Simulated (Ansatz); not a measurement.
# Single-point calculation, with input and output: MnSn2 (part 2 of 2)

Continued. System: MnSn2 (I4/mcm, 6 atoms in the cell). Method: DFT r2SCAN, scalar-relativistic, plane waves, PAW, spin-polarised (Ansatz 0.2.0); cutoff 500 eV, 8×8×8 k-mesh, Gaussian smearing of 0.1 eV, collinear spins. The structure derives from an entry of the Crystallography Open Database. It belongs to a series of runs on one base structure; here: small parallel starting moments.

```
this state was not tested for a lower state beside it, because the mixer in use, unlike msr1, does not test its closes by its own steps (another_mixer; see scf.mixing.algorithm and scf.lower_state_search)
SCF converged after 29 iterations
Magnetization: 5.5423 μB (45.7711 up, 40.2289 down)
Absolute magnetization: 7.6120 μB (∫|ρ↑−ρ↓|, with the PAW one-centre terms)
Spin contamination: 0.8211 ħ² per cell (⟨S²⟩ above its minimum at these occupations)
Per-site moments (μB) at R_I (Å): [(3.203064518614448, 1.11890625), (3.203064518614448, 1.11890625), (-0.12332787850866007, 1.1734237188262782), (-0.12332787850866057, 1.1734237188262782), (-0.12332787850866027, 1.1734237188262777), (-0.12332787850866023, 1.1734237188262782)]
Free energy (F): -31962.236547 eV
Harris-Foulkes:  -31962.236547 eV  (|F-HF|=9.42e-9)
Internal energy: -31962.220110 eV  (E = F + TS)
E sigma→0 (E₀):  -31962.228329 eV
Entropy (-TS):   -0.016437 eV (-2.740 meV/atom)
Fermi energy:    13.849424 eV
--- Per-component energies (eV) ---
  E_band       = -736.698536
  E_kinetic    = 1361.239328
  E_local      = -7148.683152  (includes V_loc(G=0)·N_el)
  E_nonlocal   = 366.566052
  E_hartree    = 3741.382108
  E_xc         = -1718.222114
  E_vxc        = -741.813388  (∫ρ·V_xc dr)
  E_paw        = -19270.509997  (= ΣΔE_a)
  E_vpaw       = -2105.547351  (= ΣTr[D̂ρ^β])
  E_aug_tail   = -0.000010  (compensation charges beyond the density's cutoff)
  E_vtau       = 48.773484  (kinetic-family band-sum trace: ∫τ·v_τ [+ j·A + Jᵃ·Aᵃ] dr)
  E_ewald      = -9296.367519
  E_core_change = 2.375193  (= ΣΔE_core)
  E_smearing   = -0.016437  (= −TS)
  E_closure    = -0.000000  (closes the sum)
  Σ components = -31962.236547   (vs F -31962.236547, Δ=0.00e0)
--- Forces (eV/Å), atoms counted from 1 ---
  atom   1  Mn    -0.00000000     0.00000000     0.00000000
  atom   2  Mn     0.00000000     0.00000000    -0.00000000
  atom   3  Sn     0.23569567     0.23569567     0.00000000
  atom   4  Sn    -0.23569567     0.23569567    -0.00000000
  atom   5  Sn    -0.23569567    -0.23569567    -0.00000000
  atom   6  Sn     0.23569567    -0.23569567     0.00000000
  max |Σ_I F_I| component: 5.55e-17 eV/Å
--- Stress (GPa, compression-positive) ---
        2.116125       0.000000       0.000000
        0.000000       2.116125      -0.000000
        0.000000       0.000000       0.897329
  P = ⅓ Tr σ = 1.7099 GPa (17.099 kbar)
--- Band table (eV; the first three rows and the last of 118) ---
  k-point 0 ↑: bands = ["-70.3282", "-70.3121", "-37.9230", "-37.9230", "-37.9070", "-37.9070", "-37.6993", "-37.5403", "-8.4190", "-8.3963", "-8.3763", "-8.3705", "-8.3498", "-8.3498", "-8.3492", "-8.3492", "-8.3026", "-8.2718", "-8.2385", "-8.2385", "-8.2372", "-8.2197", "-8.2184", "-8.2157", "-8.2157", "-8.1613", "-8.1570", "-8.1570", "1.8537", "7.1520", "8.2802", "8.2802", "10.0122", "10.0122", "10.1083", "10.4892", "10.5031", "10.5336", "11.3880", "11.5355", "11.5866", "11.5866", "11.9963", "12.0180", "12.0180", "12.1606", "13.2236", "13.5178", "13.5178", "13.7033", "16.7081", "18.2905", "18.4742"]
  k-point 1 ↑: bands = ["-70.3282", "-70.3121", "-37.9231", "-37.9230", "-37.9070", "-37.9070", "-37.6993", "-37.5403", "-8.4276", "-8.4033", "-8.3952", "-8.3722", "-8.3494", "-8.3462", "-8.3443", "-8.3265", "-8.2937", "-8.2698", "-8.2493", "-8.2435", "-8.2382", "-8.2158", "-8.2152", "-8.2120", "-8.2106", "-8.1746", "-8.1573", "-8.1473", "1.9697", "6.8501", "7.9982", "8.3237", "9.4965", "9.9769", "10.4364", "10.5136", "10.6704", "10.7451", "10.9023", "11.4263", "11.5380", "11.7152", "11.9279", "11.9929", "11.9943", "12.6412", "13.4071", "13.7478", "14.0650", "14.1536", "16.8423", "16.9771", "17.3402"]
  k-point 2 ↑: bands = ["-70.3282", "-70.3121", "-37.9232", "-37.9230", "-37.9070", "-37.9070", "-37.6994", "-37.5403", "-8.4472", "-8.4237", "-8.4066", "-8.3618", "-8.3489", "-8.3429", "-8.3388", "-8.3025", "-8.2901", "-8.2682", "-8.2523", "-8.2514", "-8.2379", "-8.2154", "-8.2144", "-8.2022", "-8.1955", "-8.1883", "-8.1573", "-8.1433", "2.3143", "5.9312", "7.6548", "8.4413", "9.4625", "9.9355", "10.2793", "10.3347", "10.6193", "10.9149", "11.1572", "11.1730", "11.2107", "11.5339", "11.9643", "11.9827", "11.9961", "13.3996", "13.8724", "14.6519", "14.7914", "15.1880", "16.2403", "16.7331", "17.3047"]
  k-point 58 ↓: bands = ["-65.8511", "-65.8306", "-33.4159", "-33.4159", "-33.3946", "-33.3946", "-33.3707", "-33.1649", "-8.5006", "-8.4808", "-8.4786", "-8.4156", "-8.3553", "-8.3553", "-8.3272", "-8.3272", "-8.3181", "-8.3181", "-8.3105", "-8.2821", "-8.2559", "-8.2309", "-8.2263", "-8.2091", "-8.2087", "-8.2087", "-8.1942", "-8.1942", "4.8890", "4.9153", "4.9153", "6.6404", "7.5004", "8.1426", "12.0071", "12.0071", "12.8131", "13.5673", "13.9036", "14.0395", "15.1148", "15.2735", "15.4373", "15.9849", "15.9849", "16.6367", "16.6865", "16.6865", "17.8460", "17.9498", "17.9498", "18.9625", "18.9625"]
--- Löwdin populations: 6 sites ---
  site symbol       q [e]    m [muB]
     0     Mn     14.4039     3.3611
     1     Mn     14.4039     3.3611
     2     Sn     14.1953    -0.2842
     3     Sn     14.1953    -0.2842
     4     Sn     14.1953    -0.2842
     5     Sn     14.1953    -0.2842
  spilling = 0.004779 (of n_electrons = 86.000000)
```

### File populations.tsv
```
# site	symbol	l	j	q_up	q_dn
# orbitals = lowdin
# n_electrons = 86.000000
# spilling = 0.004779
0	Mn	0_3S	-	0.998814	0.999051
0	Mn	0_4S	-	0.278639	0.250864
0	Mn	1_3P	-	2.997558	2.997818
0	Mn	2_3D	-	4.607471	1.273646
1	Mn	0_3S	-	0.998814	0.999051
1	Mn	0_4S	-	0.278639	0.250864
1	Mn	1_3P	-	2.997558	2.997818
1	Mn	2_3D	-	4.607471	1.273646
2	Sn	0_5S	-	0.764261	0.792135
2	Sn	1_5P	-	1.194402	1.451845
2	Sn	2_4D	-	4.996898	4.995775
3	Sn	0_5S	-	0.764261	0.792135
3	Sn	1_5P	-	1.194402	1.451845
3	Sn	2_4D	-	4.996898	4.995775
4	Sn	0_5S	-	0.764261	0.792135
4	Sn	1_5P	-	1.194402	1.451845
4	Sn	2_4D	-	4.996898	4.995775
5	Sn	0_5S	-	0.764261	0.792135
5	Sn	1_5P	-	1.194402	1.451845
5	Sn	2_4D	-	4.996898	4.995775
```

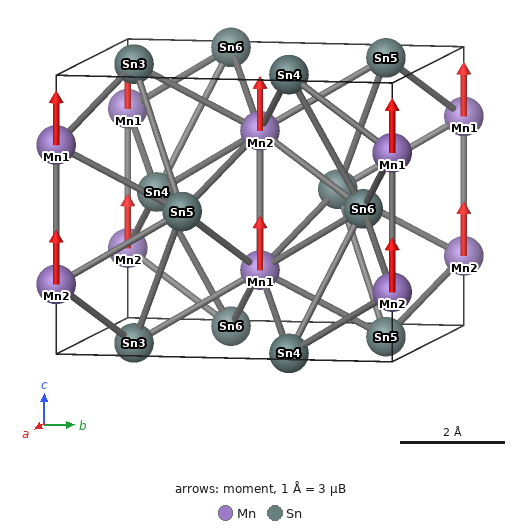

Magnetic moments of the sites as red arrows (ball-and-stick view of the cell 2 times as large as that of the calculation, set on its symmetry axes, seen slightly off an axis; atoms are numbered from 1 in the order of the input); small moments hardly show. The run is collinear, so the axis drawn is arbitrary. Site moments: Mn1, Mn2 (3.20 μB); all 4 Sn atoms (−0.12 μB). They are counted near the atoms and needn't add up to the moment of the cell.

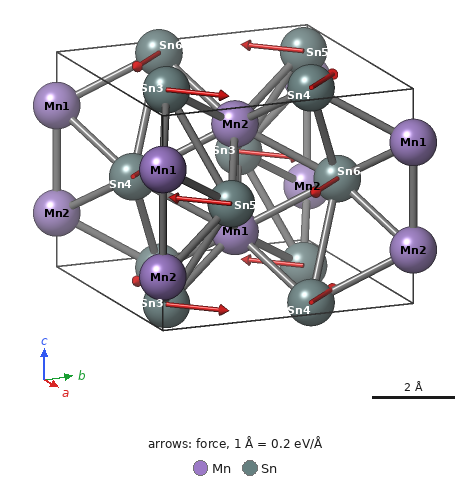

Forces on the atoms as red arrows (ball-and-stick view of the cell 2 times as large as that of the calculation, set on its symmetry axes, seen slightly off an axis; atoms are numbered from 1 in the order of the input). The largest act on all 4 Sn atoms (0.33 eV/Å). The geometry is not a stationary point of this energy.

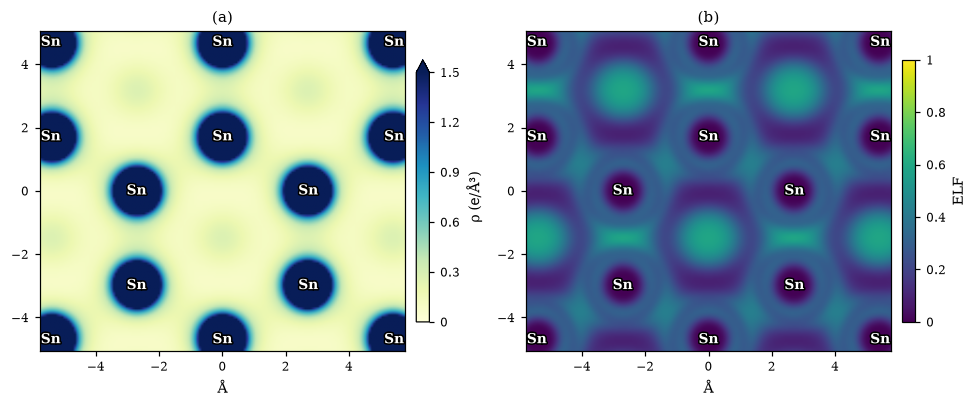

(a) valence pseudo-density; (b) ELF on the (11̄0) plane of the conventional cell. Sn–Sn (2.99 Å): the density is about 0.27 e/Å³ at the midpoint; the ELF is about 0.60 at the midpoint, which marks metallic bonding. Sn–Sn (3.21 Å): the density is about 0.2 e/Å³ at the midpoint; the ELF is about 0.45 at the midpoint, as expected for nearly free electrons, as in a simple metal. Away from the nuclei the density in this plane falls to 0.08 e/Å³ at its lowest. Core electrons are frozen (PAW), so the fields are smoothed inside the atomic spheres.

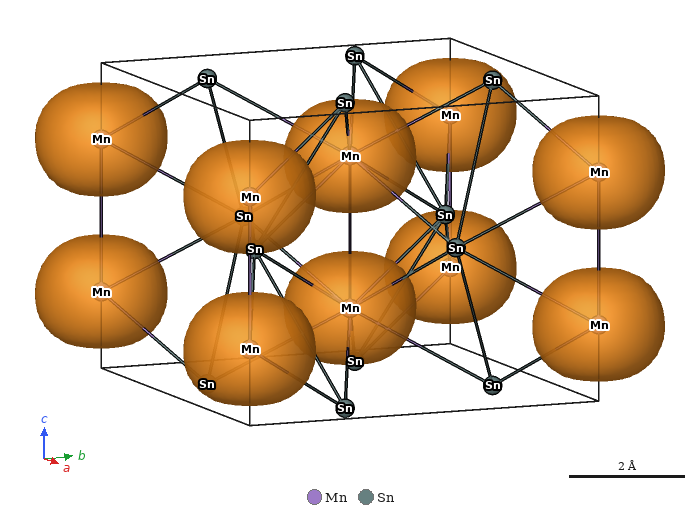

Isosurface of the spin density (up minus down) at +0.06 e/Å³ (orange), seen slightly off an axis. Sticks mark near contacts. The outline is the cell set on symmetry axes. The cell of the calculation (6 atoms) carries 5.5 μB net.

This output came from the following input.

### The input
```yaml
crystal:
  lattice:
    - [-3.323, 3.323, 2.7125]
    - [3.323, -3.323, 2.7125]
    - [3.323, 3.323, -2.7125]
  atoms:
    - { symbol: Mn, position: [0.75, 0.75, 0.0], spin: 0.5 }
    - { symbol: Mn, position: [0.25, 0.25, 0.0], spin: 0.5 }
    - { symbol: Sn, position: [0.159, 0.659, 0.818] }
    - { symbol: Sn, position: [0.659, 0.841, 0.5] }
    - { symbol: Sn, position: [0.841, 0.341, 0.182] }
    - { symbol: Sn, position: [0.341, 0.159, 0.5] }
basis:
  ecutwfc: 500
kpoints:
  mp_grid: { grid: [8, 8, 8] }
hamiltonian:
  xc: r2scan
scf:
  occupations: { method: gaussian, width: 0.1 }
  lower_state_search: "off"
output:
  forces: true
  stress: true
  eigenvalues: true
  populations: true
  write_density: true
  write_potential: true
  elf: true
  volumetric_format: npy
magnetization:
  spin_polarized: true
```

Launched with:
```bash
ansatz run input.yaml --threads 1 --pin off --max-ram 2560MiB --backend cpu --events-out ev --progress --plain --runs-dir out
```

### Results in brief

```tsv
quantity	value
outcome	converged
space group (tolerance 0.01 Å)	I4/mcm (140)
electrons treated	86
free energy	−31962.2365 eV
Fermi energy	13.849 eV
gap on the k-point mesh	none (metallic)
net moment of the cell	5.54 μB
integrated absolute moment	7.61 μB
pressure	1.71 GPa
largest force (length of the vector)	0.333 eV/Å
hardware	1 thread of Intel Xeon @ 2.50GHz (Skylake/Cascade Lake), 189 GiB of memory available, shared host
wall time	11 min
peak memory	1.1 GiB
```

The electronic state found may not be the lowest one. The program warns: the state was not tested for a lower one.
